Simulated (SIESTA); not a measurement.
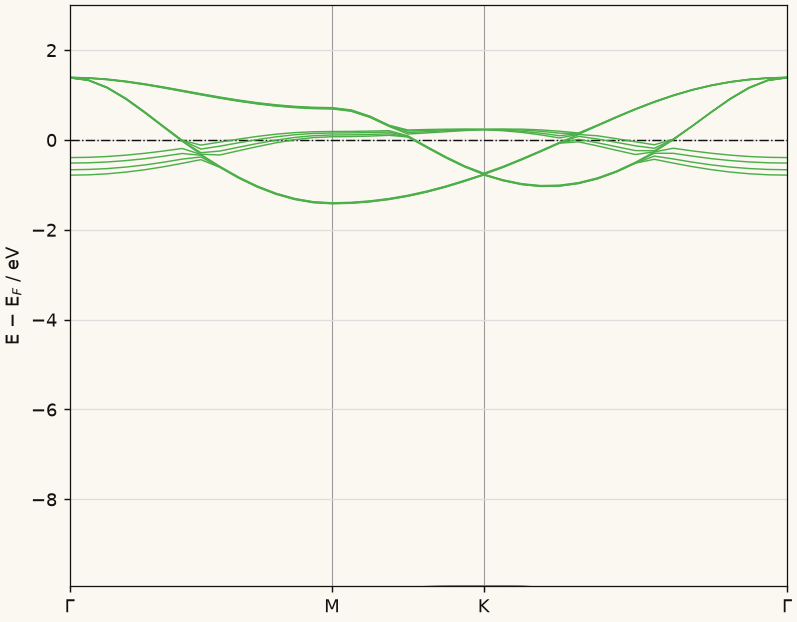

Band structure. Energies are counted from the Fermi level.

The SIESTA input:

Bi.fdf:
```
SystemName                      Bi
SystemLabel                     Bi
NumberOfSpecies                 1
NumberOfAtoms                   4
%block ChemicalSpeciesLabel
  1  83 Bi
%endblock ChemicalSpeciesLabel
%include structure.fdf

%block kgrid.MonkhorstPack
    7   0   0  0.0
    0   7   0  0.0
    0   0   1  0.0
%endblock kgrid.MonkhorstPack
XC.Functional                   GGA
XC.Authors                      PBE
PAO.BasisSize                   DZP
PAO.EnergyShift                 0.003 Ry
Mesh.Cutoff                     500 Ry
OccupationFunction              FD
ElectronicTemperature           0.05 eV
Slab.DipoleCorrection           vacuum
MaxSCFIterations                120
SCF.MustConverge                false
SCF.Mixer.Method                Pulay
SCF.Mixer.Weight                0.25
SCF.Mixer.History               8
SCF.DM.Tolerance                5.0e-05
SCF.H.Tolerance                 1.0e-03 eV
WriteForces                     true
Charge.Mulliken                 end
BandLinesScale                  ReciprocalLatticeVectors
%block BandLines
    1    0.000000   0.000000   0.000000  \Gamma
   14    0.500000   0.000000   0.000000  M
    8    0.333333   0.333333   0.000000  K
   16    0.000000   0.000000   0.000000  \Gamma
    2    0.000000   0.000000   0.500000  A
   14    0.500000   0.000000   0.500000  L
    8    0.333333   0.333333   0.500000  H
   16    0.000000   0.000000   0.500000  A
    1    0.500000   0.000000   0.500000  L
    2    0.500000   0.000000   0.000000  M
    1    0.333333   0.333333   0.000000  K
    2    0.333333   0.333333   0.500000  H
%endblock BandLines
%block PAO.Basis
  Bi 4
  n=6 0 2
    5.784 0.000
  n=6 1 2
    8.130 0.000
  n=5 2 2
    3.882 0.000
  n=6 2 1
    8.130
%endblock PAO.Basis
```

structure.fdf:
```
LatticeConstant                 1.0 Ang
%block LatticeVectors
     4.5390002997     0.0000000000     0.0000000000
    -2.2695001498     3.9308895674     0.0000000000
     0.0000000000     0.0000000000    32.7435000000
%endblock LatticeVectors
AtomicCoordinatesFormat         Fractional
%block AtomicCoordinatesAndAtomicSpecies
     0.6666666667     0.3333333334     0.2290530945  1  Bi
     0.3333333333     0.6666666666     0.4096843648  1  Bi
     0.6666666667     0.3333333334     0.5903156352  1  Bi
     0.3333333333     0.6666666666     0.7709469055  1  Bi
%endblock AtomicCoordinatesAndAtomicSpecies
```

System: a slab of Bi, 4 atoms in the cell.

Computed with SIESTA: PBE, SPMS 1.0 (PBE files) or PseudoDojo by element, no spin polarisation, no spin-orbit coupling, 7×7×1 k mesh, Fermi-Dirac smearing of 0.05 eV.

> Metal, semiconductor or insulator?

A metal: bands cross the Fermi level along this path.

> Which levels at Γ lie nearest to the Fermi level?

At Γ the nearest levels lie 0.39 eV below and 1.38 eV above the Fermi level.

The basis of atomic orbitals isn't converged, which shifts gaps and empty levels. Spin-orbit coupling is left out, which matters for Bi. The cell was derived from a database entry in an earlier step, so it needn't be the measured one. Bands are joined in order of energy, so crossings between the computed points show as kinks or gaps.
